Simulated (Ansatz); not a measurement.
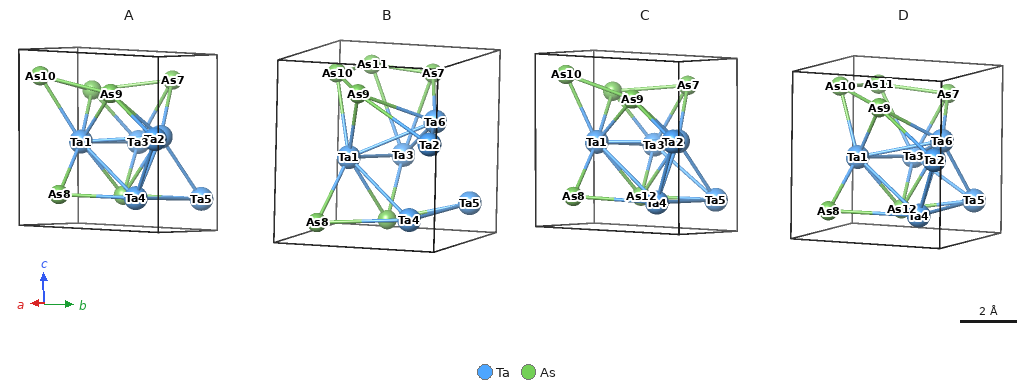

4 geometries from one relaxation of an amorphous cell of composition TaAs (coarse preliminary run), in shuffled order. The picture is a ball-and-stick view of the cell of the calculation, seen slightly off an axis.

Case: atoms packed at random at 1.25 times the crystal's volume.

Method: DFT PBE, scalar-relativistic, plane waves, PAW in Ansatz 0.2.0. Set-up: plane-wave cutoff 420 eV; k-point mesh 2 × 2 × 2; occupations gaussian; smearing width 0.1 eV; mesh shifted by (0.5, 0.5, 0.5); no spin polarisation; cell and atoms relaxed; force threshold 0.04 eV/Å; at most 70 steps.

> Put them in the order of the run, from the start to the converged end.

B, D, C, A. They are steps 0, 3, 7, 16, at +1392 meV per atom, +349 meV per atom, +55.4 meV per atom relative to the last. As10 moves most relative to the cell: 1.24 Å roughly along [2 −3 −1]. Largest moves by element: As 1.24 Å, Ta 0.80 Å. The drawn cell changes as follows: a 6.507 → 6.458 Å (−0.8 %), b 6.125 → 5.352 Å (−12.6 %), c 6.637 → 6.446 Å (−2.9 %), α 91.0° → 90.0°, β 93.8° → 82.4°, γ 91.5° → 90.0°; the volume changes by −16.3 %. Among the contacts that change: As9–As10 5.055 → 2.548 Å, Ta1–As11 4.448 → 2.789 Å, Ta6–As12 4.195 → 2.759 Å, As9–As11 2.380 → 3.721 Å. New bonds form: Ta1–As11 (4.45 → 2.79 Å), Ta1–Ta6 (3.55 → 2.74 Å), Ta2–As10 (3.94 → 2.67 Å), Ta2–Ta3 (3.39 → 2.74 Å). Bonds break: As10–As12 (2.38 → 3.64 Å), As11–As12 (2.38 → 3.44 Å), As7–As12 (2.38 → 3.20 Å), As8–As9 (2.38 → 3.43 Å). Bond angles that change, for instance: Ta4–As10–Ta6 68.4° → 124.7°, Ta4–As9–Ta6 71.2° → 118.3°, Ta1–As10–Ta4 123.3° → 170.4°. The energy falls by 1392 meV per atom in 15 accepted moves (16 points after the start). The largest force component goes from 6.1 to 0.018 eV/Å. Pressure: −9.46 GPa at the start and −0.10 GPa at the end. The SCF was repeated once at an unchanged geometry on a basis and grid sized afresh for the cell, which shifted the energy by 0.1 meV per atom at most.

Limits of the set-up: the k-point mesh is coarse for a cell with partly filled bands; the periodic images lie only 6.1 Å apart, so the values are limited by the cell's size.
